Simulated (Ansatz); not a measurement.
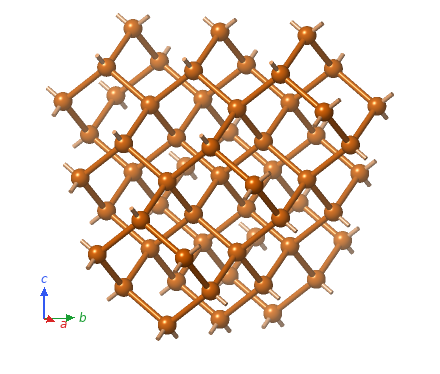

A cut-out of a periodic net derived from a crystal structure. Nodes are coloured by topological kind. Short stubs are edges that leave the cut-out.

### Describe the net.

A uninodal 4-connected, three-periodic net. It is the dia net, known from diamond, zinc blende and cristobalite.

### Give point symbol and coordination sequence.

6^6, sequence 4, 12, 24, 42, 64, 92.

Origin of the net. GaP (space group F-43m, No. 216): the input geometry of an electronic-structure calculation (not necessarily at equilibrium); the starting structure was generated, so it need not be a known form of this composition. Bonds are taken as Ga–P below 2.7 Å; no other contact counts. Simplification: prune 0- and 1-connected atoms, fold 2-connected ones into links. Ga and P are 4-connected nodes.
